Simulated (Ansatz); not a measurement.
Geometry relaxation, with input and output: MgO (part 1 of 3)

The run: geometry relaxation of MgO (Cmcm, 4 atoms in the cell). Method and program: DFT PBE, scalar-relativistic, plane waves, PAW, no spin polarisation (Ansatz 0.2.0).

The structure was made by swapping elements on the sites of another compound; it need not be a known phase. It belongs to a series of runs on one base structure; here: ZrSi type (Cmcm, No. 63). Figures and captions count atoms from 1; the log counts them from 0 in places.

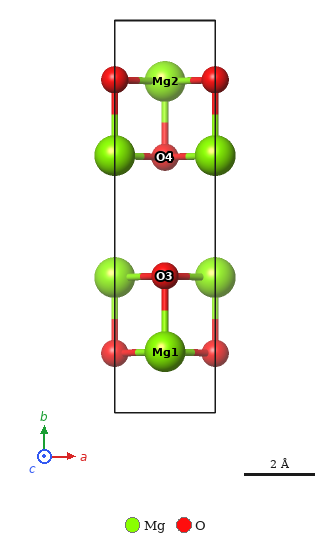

**Figure 1.** The input geometry (ball-and-stick view of the cell 2 times as large as that of the calculation, set on its symmetry axes, along the c axis; atoms are numbered from 1 in the order of the input). Near neighbours in the crystal (not all of them lie inside the picture): Mg has 5 O at 2.05 to 2.18 Å; O has 5 Mg at 2.05 to 2.18 Å.

### Key numbers

| quantity | value |
| --- | --- |
| outcome | converged |
| space group (tolerance 0.01 Å) | Cmcm (63) |
| electrons treated | 32 |
| free energy | −4987.4412 eV |
| Fermi energy | 6.463 eV |
| gap on the k-point mesh | 2.98 eV |
| pressure | 0.01 GPa |
| final volume | 48.79 Å³ |
| largest force (length of the vector) at the end | under 0.001 eV/Å |
| final cell | a = 5.979 Å, b = 5.979 Å, c = 2.909 Å, α = 90.00°, β = 90.00°, γ = 152.02° |
| hardware | 1 thread of Intel Xeon @ 2.50GHz (Skylake/Cascade Lake), 192 GiB of memory available, shared host |
| wall time | 82 s |
| peak memory | 0.42 GiB |

### Input file
```yaml
crystal:
  lattice:
    - [1.4439098247, -5.6363010933, 0.0]
    - [1.4439098247, 5.6363010933, 0.0]
    - [0.0, 0.0, 2.9154815169]
  atoms:
    - { symbol: Mg, position: [0.344451105, 0.655548895, 0.75] }
    - { symbol: Mg, position: [0.655548895, 0.344451105, 0.25] }
    - { symbol: O, position: [0.1512867309, 0.8487132691, 0.75] }
    - { symbol: O, position: [0.8487132691, 0.1512867309, 0.25] }
basis:
  ecutwfc: 420
kpoints:
  mp_grid: { grid: [8, 8, 8] }
hamiltonian:
  xc: pbe
scf:
  occupations: { method: gaussian, width: 0.02 }
output:
  forces: true
  stress: true
  eigenvalues: true
relax:
  adjacent_minimum: "off"
  f_tol: 0.01
  max_steps: 80
  cell: { stress_tol: 0.05 }
```

Command:
```bash
ansatz run input.yaml --threads 1 --pin off --max-ram 2560MiB --backend cpu --events-out ev --progress --plain --runs-dir out
```

### Log
```
basis.fft_grid_basis auto: the FFT boxes are laid along the combinations [[1, 1, 0], [0, 1, 0], [0, 0, 1]] of the cell's own vectors, 2.888, 5.818 and 2.915 Å long. The dense box has 20×40×20 points. Along the cell's own vectors, as sized, it would have 40×40×20, 2.00 times as many. Of the 8 symmetry operations that the crystal satisfies within crystal.symmetry.tolerance (time reversal apart; of a slab, those that keep its plane) the dense box along the cell's own vectors carries 8, and the one as laid loses 4 of those. basis.fft_grid_basis: typed keeps the cell's own vectors: state it where this run's energies or levels are differenced outside the engine with another run's, or held beside a run that keeps those vectors.
Engine: ansatz 0.2.0, x86_64-unknown-linux-gnu
Pseudopotentials: kind: paw
Pseudopotential: Mg, paw, valence charge 10, recommended cutoff 420 eV (normal), Mg.paw.azcp
Pseudopotential: O, paw, valence charge 6, recommended cutoff 420 eV (normal), O.paw.azcp
Functional definition: PBE
  parameter kappa = 0.804
  parameter beta = 0.06672455060314922
  exchange = pbe_x(kappa = kappa, mu = beta*pi^2/3)
  correlation = pbe_c(beta = beta)
Crystal: 4 atoms, lattice volume = 47.454 Å³
Basis set: ecut = 420 eV, 911 PW (Γ), FFT grids on a1+a2, a2, a3, exchange–correlation on 40×80×40 points (8 copies of the dense FFT grid, shifted against one another)
Bands: 20, of which v1, the nominal top of the filled ones, is band 16 counted from 1 (15 counted from 0)
Symmetry: 8 space group operations
Space group: Cmcm (ITA 63), of the structure as read, at distance tolerance 3.6e-5 Å
k-points: 105 of 512
Non-local potential: Mg, projectors of the file, l = 0: 3, l = 1: 2, l = 2: 1
Non-local potential: O, projectors of the file, l = 0: 2, l = 1: 2, l = 2: 1
PAW form: soft (Blöchl's): semilocal exchange-correlation on the pseudo side does not see the compensation charge
PAW one-centre angular grid: Mg, 110 points (default); XC on 64 Gauss nodes
PAW one-centre angular grid: O, 110 points (default); XC on 64 Gauss nodes
Initial density: superposition of atomic densities (neutral atoms: chi_scale 0, normalization atom), corrected by the library's trained network
Initial wavefunctions: pseudopotential atomic-orbital guess
Functional: x = pbe(κ = 0.804, μ = 0.2195149727645171), c = pbe(β = 0.06672455060314922)
SCF iter   1: F=—  HF=-4987.439556 eV  |F-HF|=—  |Δ(HF+E_count)|=         —  Δρ=1.69e-3  dr2=4.60e-4  ethr=1.77e-3  ⟨swp⟩=6.1  Hψ=10002  notcnv=0
preconditioner: auto → none  [insulator: Δε(μ)=2.992 eV  Ē_g=14.195 eV  σ=0.020 eV  W_gap=1.00  n_scr=14 (ndim 8)  ℏωp=21.6 eV  f_vac=0.148  D(μ)=0.00/eV (n_scr^D=0)  ε∞_Penn≈3.3]
SCF iter   2: F=—  HF=-4987.439749 eV  |F-HF|=—  |Δ(HF+E_count)|=   1.93e-4  Δρ=7.43e-4  dr2=1.04e-4  ethr=1.44e-6  ⟨swp⟩=2.3  Hψ=5079  notcnv=0
SCF iter   3: F=—  HF=-4987.439879 eV  |F-HF|=—  |Δ(HF+E_count)|=   1.30e-4  Δρ=3.71e-4  dr2=2.81e-5  ethr=3.26e-7  ⟨swp⟩=2.0  Hψ=2865  notcnv=0
SCF iter   4: F=—  HF=-4987.439882 eV  |F-HF|=—  |Δ(HF+E_count)|=   3.31e-6  Δρ=9.37e-5  dr2=3.79e-6  ethr=8.78e-8  ⟨swp⟩=2.0  Hψ=2940  notcnv=0
SCF iter   5: F=—  HF=-4987.439883 eV  |F-HF|=—  |Δ(HF+E_count)|=   1.03e-6  Δρ=2.24e-5  dr2=1.07e-7  ethr=1.18e-8  ⟨swp⟩=2.0  Hψ=2769  notcnv=0
SCF iter   6: F=-4987.439883 eV  HF=-4987.439883 eV  |F-HF|=4.70e-9  |Δ(HF+E_count)|=   1.99e-7  Δρ=4.92e-6  dr2=1.89e-8  ethr=3.13e-10  ⟨swp⟩=5.0  Hψ=9004  notcnv=0
SCF 1 converged in 6 iterations: F = -4987.439883 eV  dr2 = 1.89e-8
  greatest PAW one-centre occupation: 1.000 electrons in one spin orbital (limit 2), on the Mg atom at site 1 (counted from 0), in its partial waves of l = 0
relax step   1: F+E_penalty+E_count = -4987.43988304 eV  Δ(F+E_penalty+E_count) = +0.000e0 eV  max|allowed force component| = 1.292e-2 eV/Å  Δτ_max = 0.0000 Å  P = +0.111 GPa  Ω = 47.454 Å³  (6 SCF iters, dr2 threshold 1.00e-7 eV, accepted)
Crystal: 4 atoms, lattice volume = 47.708 Å³
Initial density: handed on by an earlier stage of this run
Initial wavefunctions: those handed on with the density
iter 1 solved again at ethr=9.30e-7 eV; its pass at ethr=3.10e-3 eV (dr2=2.97e-4 eV) is discarded
SCF iter   1: F=—  HF=-4987.439462 eV  |F-HF|=—  |Δ(HF+E_count)|=         —  Δρ=9.68e-4  dr2=2.80e-4  ethr=9.30e-7  ⟨swp⟩=2.1  Hψ=11523  notcnv=0
preconditioner: auto → none  [insulator: Δε(μ)=3.022 eV  Ē_g=14.196 eV  σ=0.020 eV  W_gap=1.00  n_scr=14 (ndim 8)  ℏωp=21.5 eV  f_vac=0.153  D(μ)=0.00/eV (n_scr^D=0)  ε∞_Penn≈3.3]
SCF iter   2: F=—  HF=-4987.439441 eV  |F-HF|=—  |Δ(HF+E_count)|=   2.15e-5  Δρ=4.56e-4  dr2=5.81e-5  ethr=8.76e-7  ⟨swp⟩=2.0  Hψ=3627  notcnv=0
SCF iter   3: F=—  HF=-4987.439466 eV  |F-HF|=—  |Δ(HF+E_count)|=   2.52e-5  Δρ=2.25e-4  dr2=1.29e-5  ethr=1.82e-7  ⟨swp⟩=2.0  Hψ=2752  notcnv=0
SCF iter   4: F=—  HF=-4987.439475 eV  |F-HF|=—  |Δ(HF+E_count)|=   8.70e-6  Δρ=7.56e-5  dr2=2.28e-6  ethr=4.03e-8  ⟨swp⟩=2.0  Hψ=2787  notcnv=0
SCF iter   5: F=-4987.439475 eV  HF=-4987.439475 eV  |F-HF|=1.00e-7  |Δ(HF+E_count)|=   2.88e-7  Δρ=1.55e-5  dr2=9.49e-8  ethr=1.04e-9  ⟨swp⟩=3.0  Hψ=8554  notcnv=0
SCF 2 converged in 5 iterations: F = -4987.439475 eV  dr2 = 9.49e-8
relax step   2: F+E_penalty+E_count = -4987.43947492 eV  Δ(F+E_penalty+E_count) = +4.081e-4 eV  max|allowed force component| = 8.105e-3 eV/Å  Δτ_max = 0.0058 Å  P = +0.034 GPa  Ω = 47.708 Å³  energy of the carried Pulay correction = -7.617e-4 eV  (5 SCF iters, dr2 threshold 3.31e-7 eV, accepted)
Crystal: 4 atoms, lattice volume = 47.984 Å³
iter 1 solved again at ethr=1.17e-6 eV; its pass at ethr=3.10e-3 eV (dr2=3.75e-4 eV) is discarded
SCF iter   1: F=—  HF=-4987.438762 eV  |F-HF|=—  |Δ(HF+E_count)|=         —  Δρ=1.10e-3  dr2=3.54e-4  ethr=1.17e-6  ⟨swp⟩=2.0  Hψ=11572  notcnv=0
preconditioner: auto → none  [insulator: Δε(μ)=3.018 eV  Ē_g=14.181 eV  σ=0.020 eV  W_gap=1.00  n_scr=14 (ndim 8)  ℏωp=21.4 eV  f_vac=0.159  D(μ)=0.00/eV (n_scr^D=0)  ε∞_Penn≈3.3]
SCF iter   2: F=—  HF=-4987.438797 eV  |F-HF|=—  |Δ(HF+E_count)|=   3.55e-5  Δρ=5.20e-4  dr2=7.78e-5  ethr=1.11e-6  ⟨swp⟩=2.6  Hψ=3453  notcnv=0
SCF iter   3: F=—  HF=-4987.438790 eV  |F-HF|=—  |Δ(HF+E_count)|=   7.69e-6  Δρ=2.58e-4  dr2=1.76e-5  ethr=2.43e-7  ⟨swp⟩=2.0  Hψ=2785  notcnv=0
SCF iter   4: F=—  HF=-4987.438802 eV  |F-HF|=—  |Δ(HF+E_count)|=   1.19e-5  Δρ=7.89e-5  dr2=2.56e-6  ethr=5.49e-8  ⟨swp⟩=2.0  Hψ=2854  notcnv=0
SCF iter   5: F=-4987.438802 eV  HF=-4987.438802 eV  |F-HF|=1.26e-7  |Δ(HF+E_count)|=   4.17e-7  Δρ=1.73e-5  dr2=1.27e-7  ethr=4.53e-10  ⟨swp⟩=3.6  Hψ=8855  notcnv=0
SCF 3 converged in 5 iterations: F = -4987.438802 eV  dr2 = 1.27e-7
relax step   3: F+E_penalty+E_count = -4987.43880222 eV  Δ(F+E_penalty+E_count) = +6.727e-4 eV  max|allowed force component| = 5.871e-3 eV/Å  Δτ_max = 0.0059 Å  P = -0.024 GPa  Ω = 47.984 Å³  energy of the carried Pulay correction = -1.587e-3 eV  (5 SCF iters, dr2 threshold 1.45e-7 eV, accepted)
Crystal: 4 atoms, lattice volume = 47.931 Å³
iter 1 solved again at ethr=1.39e-7 eV; its pass at ethr=3.10e-3 eV (dr2=4.44e-5 eV) is discarded
SCF iter   1: F=—  HF=-4987.439016 eV  |F-HF|=—  |Δ(HF+E_count)|=         —  Δρ=2.87e-4  dr2=4.70e-5  ethr=1.39e-7  ⟨swp⟩=2.8  Hψ=11202  notcnv=0
preconditioner: auto → none  [insulator: Δε(μ)=3.001 eV  Ē_g=14.175 eV  σ=0.020 eV  W_gap=1.00  n_scr=14 (ndim 8)  ℏωp=21.5 eV  f_vac=0.157  D(μ)=0.00/eV (n_scr^D=0)  ε∞_Penn≈3.3]
SCF iter   2: F=—  HF=-4987.438961 eV  |F-HF|=—  |Δ(HF+E_count)|=   5.52e-5  Δρ=1.13e-4  dr2=4.31e-6  ethr=1.39e-7  ⟨swp⟩=2.9  Hψ=3498  notcnv=0
SCF iter   3: F=—  HF=-4987.438961 eV  |F-HF|=—  |Δ(HF+E_count)|=   5.43e-7  Δρ=5.08e-5  dr2=7.00e-7  ethr=1.35e-8  ⟨swp⟩=2.0  Hψ=2696  notcnv=0
SCF iter   4: F=—  HF=-4987.438961 eV  |F-HF|=—  |Δ(HF+E_count)|=   1.26e-7  Δρ=2.16e-5  dr2=1.61e-7  ethr=2.19e-9  ⟨swp⟩=2.0  Hψ=3570  notcnv=0
SCF iter   5: F=-4987.438961 eV  HF=-4987.438961 eV  |F-HF|=4.62e-9  |Δ(HF+E_count)|=   3.56e-8  Δρ=5.15e-6  dr2=5.18e-9  ethr=9.99e-11  ⟨swp⟩=3.0  Hψ=8195  notcnv=0
SCF 4 converged in 5 iterations: F = -4987.438961 eV  dr2 = 5.18e-9
relax step   4: F+E_penalty+E_count = -4987.43896080 eV  Δ(F+E_penalty+E_count) = -1.586e-4 eV  max|allowed force component| = 2.098e-3 eV/Å  Δτ_max = 0.0014 Å  P = +0.083 GPa  Ω = 47.931 Å³  energy of the carried Pulay correction = -1.429e-3 eV  (5 SCF iters, dr2 threshold 3.20e-8 eV, accepted)
Crystal: 4 atoms, lattice volume = 47.979 Å³
iter 1 solved again at ethr=3.84e-8 eV; its pass at ethr=3.10e-3 eV (dr2=1.23e-5 eV) is discarded
SCF iter   1: F=—  HF=-4987.438877 eV  |F-HF|=—  |Δ(HF+E_count)|=         —  Δρ=1.71e-4  dr2=1.22e-5  ethr=3.84e-8  ⟨swp⟩=2.3  Hψ=10399  notcnv=0
preconditioner: auto → none  [insulator: Δε(μ)=3.000 eV  Ē_g=14.170 eV  σ=0.020 eV  W_gap=1.00  n_scr=14 (ndim 8)  ℏωp=21.4 eV  f_vac=0.159  D(μ)=0.00/eV (n_scr^D=0)  ε∞_Penn≈3.3]
SCF iter   2: F=—  HF=-4987.438833 eV  |F-HF|=—  |Δ(HF+E_count)|=   4.42e-5  Δρ=6.95e-5  dr2=1.41e-6  ethr=3.81e-8  ⟨swp⟩=2.0  Hψ=3570  notcnv=0
SCF iter   3: F=—  HF=-4987.438833 eV  |F-HF|=—  |Δ(HF+E_count)|=   2.36e-7  Δρ=2.52e-5  dr2=1.90e-7  ethr=4.42e-9  ⟨swp⟩=2.1  Hψ=2749  notcnv=0
SCF iter   4: F=-4987.438833 eV  HF=-4987.438833 eV  |F-HF|=1.06e-8  |Δ(HF+E_count)|=   1.08e-7  Δρ=8.66e-6  dr2=2.29e-8  ethr=2.03e-10  ⟨swp⟩=5.9  Hψ=9439  notcnv=0
SCF 5 converged in 4 iterations: F = -4987.438833 eV  dr2 = 2.29e-8
relax step   5: F+E_penalty+E_count = -4987.43883339 eV  Δ(F+E_penalty+E_count) = +1.274e-4 eV  max|allowed force component| = 2.667e-4 eV/Å  Δτ_max = 0.0009 Å  P = +0.002 GPa  Ω = 47.979 Å³  energy of the carried Pulay correction = -1.572e-3 eV  (4 SCF iters, dr2 threshold 6.51e-8 eV, accepted)
Initial wavefunctions: pseudopotential atomic-orbital guess (no wavefunctions were taken with the density)
iter 1 solved again at ethr=3.71e-8 eV; its pass at ethr=3.10e-3 eV (dr2=1.19e-5 eV) is discarded
SCF iter   1: F=—  HF=-4987.440765 eV  |F-HF|=—  |Δ(HF+E_count)|=         —  Δρ=1.30e-4  dr2=1.22e-6  ethr=3.71e-8  ⟨swp⟩=3.8  Hψ=16048  notcnv=0
preconditioner: auto → none  [insulator: Δε(μ)=2.999 eV  Ē_g=14.170 eV  σ=0.020 eV  W_gap=1.00  n_scr=14 (ndim 8)  ℏωp=21.4 eV  f_vac=0.159  D(μ)=0.00/eV (n_scr^D=0)  ε∞_Penn≈3.3]
SCF iter   2: F=—  HF=-4987.440741 eV  |F-HF|=—  |Δ(HF+E_count)|=   2.40e-5  Δρ=6.41e-5  dr2=5.59e-7  ethr=3.82e-9  ⟨swp⟩=2.0  Hψ=3780  notcnv=0
SCF iter   3: F=—  HF=-4987.440746 eV  |F-HF|=—  |Δ(HF+E_count)|=   4.94e-6  Δρ=3.46e-5  dr2=8.21e-8  ethr=1.75e-9  ⟨swp⟩=2.0  Hψ=2810  notcnv=0
SCF iter   4: F=—  HF=-4987.440748 eV  |F-HF|=—  |Δ(HF+E_count)|=   2.08e-6  Δρ=8.00e-6  dr2=5.67e-9  ethr=2.57e-10  ⟨swp⟩=2.0  Hψ=2940  notcnv=0
SCF iter   5: F=—  HF=-4987.440748 eV  |F-HF|=—  |Δ(HF+E_count)|=   1.21e-7  Δρ=1.70e-6  dr2=3.39e-10  ethr=1.77e-11  ⟨swp⟩=2.0  Hψ=2940  notcnv=0
SCF iter   6: F=-4987.440748 eV  HF=-4987.440748 eV  |F-HF|=1.86e-10  |Δ(HF+E_count)|=   4.18e-9  Δρ=4.53e-7  dr2=2.46e-11  ethr=1.00e-12  ⟨swp⟩=3.0  Hψ=8591  notcnv=0
SCF 6 converged in 6 iterations: F = -4987.440748 eV  dr2 = 2.46e-11
relax step   6: F+E_penalty+E_count = -4987.44074836 eV  Δ(F+E_penalty+E_count) = -1.915e-3 eV  max|allowed force component| = 7.677e-4 eV/Å  Δτ_max = 0.0000 Å  P = +0.074 GPa  Ω = 47.979 Å³  stress off target by 1.65e-1 GPa  SCF on the basis re-selected at this cell (its energy is not comparable with the rows above)  (6 SCF iters)
basis re-selected at this cell: Δ(F+E_penalty+E_count) = -1.915e-3 eV, ΔP = +0.071 GPa vs the last step (what re-selecting the basis moved, of the pressure what is left beyond the Pulay correction that the steps carried, after the strain that the cell walked since its last selection, with what the two solves' SCF thresholds leave and, on support functions, any second-order correction that the steps lacked; it is no measure of the basis error at this ecutwfc). This SCF's stress stands 1.65e-1 GPa from its target on what of the cell is left free (relax.cell.stress_tol is 5.00e-2 GPa) and its largest allowed force component is 7.68e-4 eV/Å (relax.f_tol is 1.00e-2 eV/Å): not within both, so this SCF does not close the relaxation
Crystal: 4 atoms, lattice volume = 48.259 Å³
Basis set: ecut = 420 eV, 923 PW (Γ), FFT grids on a1+a2, a2, a3, exchange–correlation on 40×80×40 points (8 copies of the dense FFT grid, shifted against one another)
iter 1 solved again at ethr=1.30e-6 eV; its pass at ethr=3.10e-3 eV (dr2=4.17e-4 eV) is discarded
```
